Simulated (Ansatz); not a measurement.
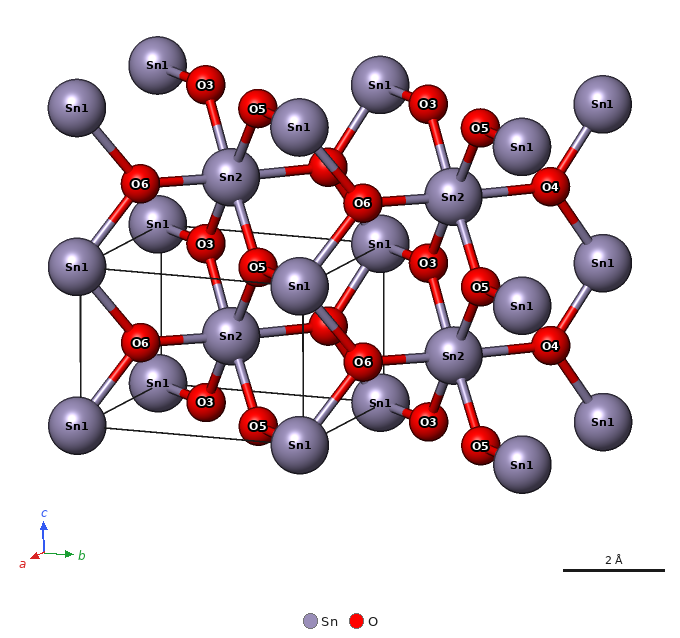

Figure 1. The input geometry of the first run (ball-and-stick view of the cell of the calculation, repeated 1 × 2 × 2, seen slightly off an axis; atoms are numbered from 1 in the order of the input). An atom can appear more than once, as a periodic image.

# SnO2: a changed input and its effect

System: SnO2 (P1, 6 atoms in the cell).
Method of the first run: DFT r2SCAN, scalar-relativistic, plane waves, PAW, no spin polarisation (Ansatz 0.2.0).

The structure derives from an entry of the Crystallography Open Database. Text and figures count atoms from 1; the logs count them from 0 in places.

**Input file, the first run**
```yaml
crystal:
  lattice:
    - [4.7104878839, 0.0348630791, 0.0087486343]
    - [0.0348630791, 4.7191562378, -0.0348067327]
    - [0.0058844393, -0.0234114374, 3.2115408268]
  atoms:
    - { symbol: Sn, position: [-0.0032920666, -0.0161033315, -0.001775608] }
    - { symbol: Sn, position: [0.5015410818, 0.4954415609, 0.4923648724] }
    - { symbol: O, position: [0.3075640707, 0.3128539863, 0.0001162438] }
    - { symbol: O, position: [0.1903990606, 0.8192469389, 0.5116512757] }
    - { symbol: O, position: [0.7043865579, 0.691188783, 0.0032297137] }
    - { symbol: O, position: [0.7994012957, 0.1973720624, 0.4944135025] }
basis:
  ecutwfc: 500
kpoints:
  mp_grid: { grid: [6, 6, 8] }
hamiltonian:
  xc: r2scan
scf:
  occupations: { method: gaussian, width: 0.05 }
output:
  forces: true
  stress: true
  eigenvalues: true
```

Launched with:
```bash
ansatz run input.yaml --threads 2 --pin off --max-ram 5120MiB --backend cpu --events-out ev --progress --plain --runs-dir out
```

Hardware: 2 threads of Arm Neoverse V1, 24 GiB of memory available, shared host.

**Output, shortened to warnings, some set-up lines, iterations and results (the first run)**
```
Basis set: ecut = 500 eV, 1829 PW (Γ), exchange–correlation on 144×144×96 points (64 copies of the dense FFT grid, shifted against one another)
Symmetry: 1 space group operations
k-points: 148 of 288 (time reversal used)
Initial density: superposition of atomic densities (neutral atoms: chi_scale 0, normalization atom), corrected by the library's trained network
[...]
SCF iter   1: F=—  HF=-14352.049639 eV  |F-HF|=—  |Δ(HF+E_count)|=         —  Δρ=1.04e-2  dr2=5.65e-2  dr2_τ=2.88e-1  ethr=1.77e-3  ⟨swp⟩=6.1  Hψ=20818  notcnv=0  defer=20
SCF iter   2: F=—  HF=-14352.159321 eV  |F-HF|=—  |Δ(HF+E_count)|=   1.10e-1  Δρ=6.16e-3  dr2=1.49e-2  dr2_τ=1.01e-3  ethr=1.09e-4  ⟨swp⟩=2.0  Hψ=8924  notcnv=0  defer=253
SCF iter   3: F=—  HF=-14352.158497 eV  |F-HF|=—  |Δ(HF+E_count)|=   8.24e-4  Δρ=9.55e-4  dr2=5.63e-4  dr2_τ=1.13e-4  ethr=2.87e-5  ⟨swp⟩=1.0  Hψ=4483  notcnv=0  defer=105
SCF iter   4: F=—  HF=-14352.158569 eV  |F-HF|=—  |Δ(HF+E_count)|=   7.13e-5  Δρ=4.39e-4  dr2=9.95e-5  dr2_τ=1.74e-5  ethr=1.08e-6  ⟨swp⟩=2.0  Hψ=6703  notcnv=0  defer=105
SCF iter   5: F=—  HF=-14352.158557 eV  |F-HF|=—  |Δ(HF+E_count)|=   1.14e-5  Δρ=1.19e-4  dr2=7.99e-6  dr2_τ=1.06e-6  ethr=1.91e-7  ⟨swp⟩=2.0  Hψ=6192  notcnv=0  defer=105
SCF iter   6: F=—  HF=-14352.158560 eV  |F-HF|=—  |Δ(HF+E_count)|=   2.92e-6  Δρ=4.56e-5  dr2=1.48e-6  dr2_τ=1.31e-7  ethr=1.54e-8  ⟨swp⟩=2.0  Hψ=6264  notcnv=0  defer=105
SCF iter   7: F=—  HF=-14352.158560 eV  |F-HF|=—  |Δ(HF+E_count)|=   2.39e-7  Δρ=1.31e-5  dr2=1.03e-7  dr2_τ=1.38e-8  ethr=2.84e-9  ⟨swp⟩=2.0  Hψ=6503  notcnv=0  defer=105
SCF iter   8: F=-14352.158560 eV  HF=-14352.158560 eV  |F-HF|=4.13e-8  |Δ(HF+E_count)|=   2.06e-8  Δρ=8.98e-6  dr2=5.67e-8  dr2_τ=4.33e-9  ethr=1.92e-10  ⟨swp⟩=8.8  Hψ=19391  …
SCF 1 converged in 8 iterations: F = -14352.158560 eV  dr2 = 5.67e-8
SCF converged after 8 iterations
Free energy (F): -14352.158560 eV
Harris-Foulkes:  -14352.158560 eV  (|F-HF|=4.13e-8)
Internal energy: -14352.158560 eV  (E = F + TS)
E sigma→0 (E₀):  -14352.158560 eV
Fermi energy:    10.093592 eV
--- Per-component energies (eV) ---
  E_band       = -152.504360
  E_kinetic    = 1088.594438
  E_local      = -2858.031807  (includes V_loc(G=0)·N_el)
  E_nonlocal   = 132.013217
  E_hartree    = 1493.743087
  E_xc         = -1036.547997
  E_vxc        = -623.642727  (∫ρ·V_xc dr)
  E_paw        = -8986.879688  (= ΣΔE_a)
  E_vpaw       = -918.224459  (= ΣTr[D̂ρ^β])
  E_aug_tail   = 0.004050  (compensation charges beyond the density's cutoff)
  E_vtau       = 39.291396  (kinetic-family band-sum trace: ∫τ·v_τ [+ j·A + Jᵃ·Aᵃ] dr)
  E_ewald      = -4186.396737
  E_core_change = 1.342876  (= ΣΔE_core)
  E_smearing   = -0.000000  (= −TS)
  E_closure    = 0.000000  (closes the sum)
  Σ components = -14352.158560   (vs F -14352.158560, Δ=0.00e0)
--- Forces (eV/Å), atoms counted from 1 ---
  atom   1  Sn     0.02660568     2.55890530     0.73483121
  atom   2  Sn    -0.52452267     0.63461598     0.59887382
  atom   3  O     -0.71299009    -0.43935276    -0.31636960
  atom   4  O      1.36239905    -1.21982228    -0.99532872
  atom   5  O     -1.02805148    -0.61865930    -0.21791457
  atom   6  O      0.87655480    -0.91568442     0.19589374
  max |Σ_I F_I| component: 1.41e-5 eV/Å
--- Stress (GPa, compression-positive) ---
        6.278079      -2.428825      -1.512865
       -2.428825       5.372617       2.667939
       -1.512863       2.667937       3.698110
  P = ⅓ Tr σ = 5.1163 GPa (51.163 kbar)
```

The input of the second run differs as follows (lines with − go, lines with + come):
```diff
-    - [4.7104878839, 0.0348630791, 0.0087486343]
-    - [0.0348630791, 4.7191562378, -0.0348067327]
-    - [0.0058844393, -0.0234114374, 3.2115408268]
+    - [4.73735, 0.0, 0.0]
+    - [0.0, 4.73735, 0.0]
+    - [0.0, 0.0, 3.1864]
-    - { symbol: Sn, position: [-0.0032920666, -0.0161033315, -0.001775608] }
-    - { symbol: Sn, position: [0.5015410818, 0.4954415609, 0.4923648724] }
-    - { symbol: O, position: [0.3075640707, 0.3128539863, 0.0001162438] }
-    - { symbol: O, position: [0.1903990606, 0.8192469389, 0.5116512757] }
-    - { symbol: O, position: [0.7043865579, 0.691188783, 0.0032297137] }
-    - { symbol: O, position: [0.7994012957, 0.1973720624, 0.4944135025] }
+    - { symbol: Sn, position: [-0.0077281813, 0.0008249824, -0.0008342746] }
+    - { symbol: Sn, position: [0.5100180777, 0.5005698134, 0.4919127041] }
+    - { symbol: O, position: [0.2948596595, 0.2951039379, -0.0049263583] }
+    - { symbol: O, position: [0.2022876487, 0.8037699259, 0.4995533946] }
+    - { symbol: O, position: [0.7025554924, 0.6975660909, 0.0010149697] }
+    - { symbol: O, position: [0.798007303, 0.2021652495, 0.5132795645] }
```

Predict how the results change.

With the same functional and potentials, the second run lies 8.1 meV per atom lower. The gap on the mesh goes from 1.92 to 1.67 eV. The pressure goes from 5.12 to 2.75 GPa. The largest force goes from 2.662 to 2.015 eV/Å. The volume per atom goes from 11.90 to 11.92 Å³. The number of SCF iterations is the same. The plane waves at Γ go from 1829 to 1835.

**Output, shortened to warnings, some set-up lines, iterations and results (the second run)**
```
Basis set: ecut = 500 eV, 1835 PW (Γ), exchange–correlation on 144×144×96 points (64 copies of the dense FFT grid, shifted against one another)
Symmetry: 1 space group operations
k-points: 148 of 288 (time reversal used)
Initial density: superposition of atomic densities (neutral atoms: chi_scale 0, normalization atom), corrected by the library's trained network
[...]
SCF iter   1: F=—  HF=-14352.102910 eV  |F-HF|=—  |Δ(HF+E_count)|=         —  Δρ=1.02e-2  dr2=5.41e-2  dr2_τ=2.78e-1  ethr=1.77e-3  ⟨swp⟩=5.9  Hψ=20719  notcnv=0  defer=21
SCF iter   2: F=—  HF=-14352.207922 eV  |F-HF|=—  |Δ(HF+E_count)|=   1.05e-1  Δρ=6.11e-3  dr2=1.48e-2  dr2_τ=9.67e-4  ethr=1.04e-4  ⟨swp⟩=2.0  Hψ=8919  notcnv=0  defer=261
SCF iter   3: F=—  HF=-14352.207002 eV  |F-HF|=—  |Δ(HF+E_count)|=   9.20e-4  Δρ=9.29e-4  dr2=5.55e-4  dr2_τ=1.20e-4  ethr=2.85e-5  ⟨swp⟩=1.0  Hψ=4515  notcnv=0  defer=113
SCF iter   4: F=—  HF=-14352.207073 eV  |F-HF|=—  |Δ(HF+E_count)|=   7.14e-5  Δρ=4.44e-4  dr2=1.02e-4  dr2_τ=1.79e-5  ethr=1.07e-6  ⟨swp⟩=2.0  Hψ=6727  notcnv=0  defer=113
SCF iter   5: F=—  HF=-14352.207062 eV  |F-HF|=—  |Δ(HF+E_count)|=   1.13e-5  Δρ=1.09e-4  dr2=7.15e-6  dr2_τ=8.69e-7  ethr=1.96e-7  ⟨swp⟩=2.0  Hψ=6106  notcnv=0  defer=113
SCF iter   6: F=—  HF=-14352.207065 eV  |F-HF|=—  |Δ(HF+E_count)|=   3.16e-6  Δρ=3.56e-5  dr2=1.02e-6  dr2_τ=6.20e-8  ethr=1.38e-8  ⟨swp⟩=2.0  Hψ=6310  notcnv=0  defer=113
SCF iter   7: F=—  HF=-14352.207065 eV  |F-HF|=—  |Δ(HF+E_count)|=   1.01e-7  Δρ=1.31e-5  dr2=1.29e-7  dr2_τ=1.01e-8  ethr=1.96e-9  ⟨swp⟩=2.5  Hψ=7561  notcnv=0  defer=113
SCF iter   8: F=-14352.207065 eV  HF=-14352.207065 eV  |F-HF|=7.29e-9  |Δ(HF+E_count)|=   3.31e-8  Δρ=4.42e-6  dr2=1.46e-8  dr2_τ=4.92e-10  ethr=1.92e-10  ⟨swp⟩=8.7  Hψ=17520 …
SCF 1 converged in 8 iterations: F = -14352.207065 eV  dr2 = 1.46e-8
SCF converged after 8 iterations
Free energy (F): -14352.207065 eV
Harris-Foulkes:  -14352.207065 eV  (|F-HF|=7.29e-9)
Internal energy: -14352.207065 eV  (E = F + TS)
E sigma→0 (E₀):  -14352.207065 eV
Fermi energy:    10.041776 eV
--- Per-component energies (eV) ---
  E_band       = -155.219243
  E_kinetic    = 1087.251121
  E_local      = -2843.618965  (includes V_loc(G=0)·N_el)
  E_nonlocal   = 131.845051
  E_hartree    = 1485.586495
  E_xc         = -1036.178852
  E_vxc        = -623.139907  (∫ρ·V_xc dr)
  E_paw        = -8986.710173  (= ΣΔE_a)
  E_vpaw       = -918.017586  (= ΣTr[D̂ρ^β])
  E_aug_tail   = 0.003954  (compensation charges beyond the density's cutoff)
  E_vtau       = 39.280628  (kinetic-family band-sum trace: ∫τ·v_τ [+ j·A + Jᵃ·Aᵃ] dr)
  E_ewald      = -4191.728572
  E_core_change = 1.342876  (= ΣΔE_core)
  E_smearing   = -0.000000  (= −TS)
  E_closure    = -0.000000  (closes the sum)
  Σ components = -14352.207065   (vs F -14352.207065, Δ=0.00e0)
--- Forces (eV/Å), atoms counted from 1 ---
  atom   1  Sn     1.19065095    -0.05162781     0.40147699
  atom   2  Sn    -1.98343435     0.09130200     0.34405158
  atom   3  O      1.25186173     1.24426934     0.08541140
  atom   4  O     -0.58150213     0.31364828    -0.04295372
  atom   5  O     -0.63433129    -0.61561827    -0.21654275
  atom   6  O      0.75675626    -0.98196455    -0.57144785
  max |Σ_I F_I| component: 8.99e-6 eV/Å
--- Stress (GPa, compression-positive) ---
        2.791122       0.192459       0.253076
        0.192460       3.757920      -1.018096
        0.253076      -1.018095       1.710354
  P = ⅓ Tr σ = 2.7531 GPa (27.531 kbar)
```

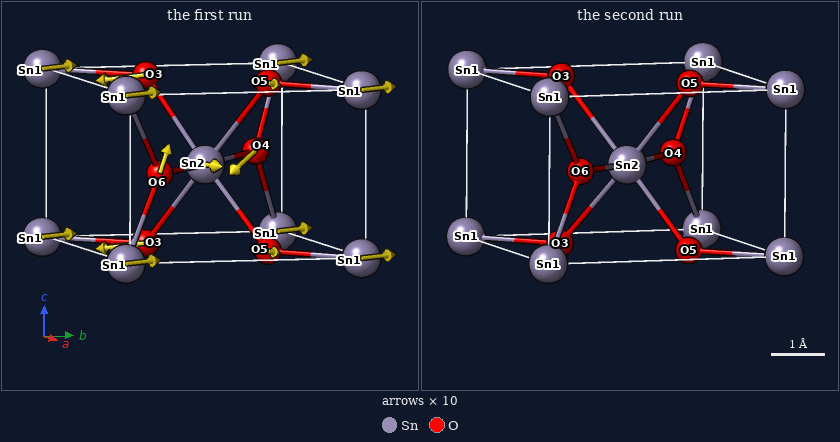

Figure 2. The two input geometries at one scale (ball-and-stick view of the cell of the calculation, seen slightly off an axis). The yellow arrows on the first give the shifts of the atoms relative to the cell, with their mean removed, magnified 10 times. The largest moves relative to the cell, 0.10 Å, are those of O3 and O4. By element the largest moves are O 0.10 Å, Sn 0.08 Å. (The mean shift of all atoms is removed.) The volume changes by +0.2 %, with a 4.711 → 4.737 Å (+0.6 %), b 4.719 → 4.737 Å (+0.4 %), c 3.212 → 3.186 Å (−0.8 %), α 90.8° → 90.0°, β 89.8° → 90.0°, γ 89.2° → 90.0°. Among the contacts that change: Sn1–O3 2.150 → 2.000 Å, Sn1–O4 1.952 → 2.097 Å, Sn2–O3 2.018 → 2.120 Å, Sn1–O6 2.128 → 2.038 Å.

**The two runs side by side**

```tsv
quantity	the first run	the second run
outcome	converged	converged
free energy per atom (eV)	−2392.0264	−2392.0345
gap on the mesh (eV)	1.92	1.67
pressure (GPa)	5.12	2.75
volume per atom (Å³)	11.90	11.92
largest force (eV/Å)	2.662	2.015
SCF iterations	8	8
irreducible k-points	148	148
plane waves at Γ	1829	1835
wall time (shared host)	43 s	41 s
```

For the first run: The cell is under a pressure of 5.1 GPa at this level, so it is not at its equilibrium volume.
